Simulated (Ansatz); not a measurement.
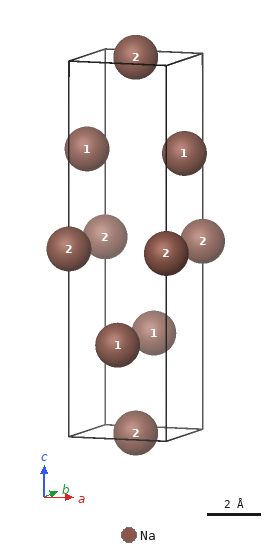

Reference structure: a symmetric starting cell of Na (made from another compound by putting Na in place of K). A spheres-only model of the conventional cell (2 times the calculation's cell), seen slightly off an axis. Lengths and directions refer to the drawn axes.

Level of theory: Ansatz, DFT PBEsol, scalar-relativistic, plane waves, PAW. Settings: plane-wave cutoff 420 eV; k-point mesh 14 × 14 × 14; occupations gaussian; smearing width 0.1 eV; no spin polarisation.

Now this is done to it. All lengths are scaled by +3.4 % (volume +10.4 %), the atoms keeping their fractional coordinates. No relaxation follows. The starting cell wasn't computed here and needn't be at equilibrium, so pressure and forces aren't due to the change alone.

The input:
```yaml
crystal:
  lattice:
    - [-2.0328475814, 2.0328475814, 7.4072533765]
    - [2.0328475814, -2.0328475814, 7.4072533765]
    - [2.0328475814, 2.0328475814, -7.4072533765]
  atoms:
    - { symbol: Na, position: [0.25, 0.75, 0.5] }
    - { symbol: Na, position: [0.5, 0.5, 0.0] }
basis:
  ecutwfc: 420
kpoints:
  mp_grid: { grid: [14, 14, 14] }
hamiltonian:
  xc: pbesol
scf:
  occupations: { method: gaussian, width: 0.1 }
output:
  forces: true
  stress: true
  eigenvalues: true
  populations: true
  write_density: true
  write_potential: true
  elf: true
  volumetric_format: npy
```

Command:
```bash
ansatz run input.yaml --threads 1 --pin off --max-ram 1331MiB --backend cpu --events-out ev --progress --plain --runs-dir out
```

Predict the response.

The space group stays I4_1/amd (No. 141). The pressure is −1.4 GPa (not all of it need come from the change, since the unchanged cell can be under pressure at this level too). All forces vanish by symmetry.

Drawn alike, the variant:

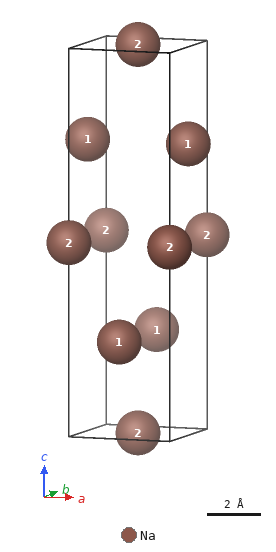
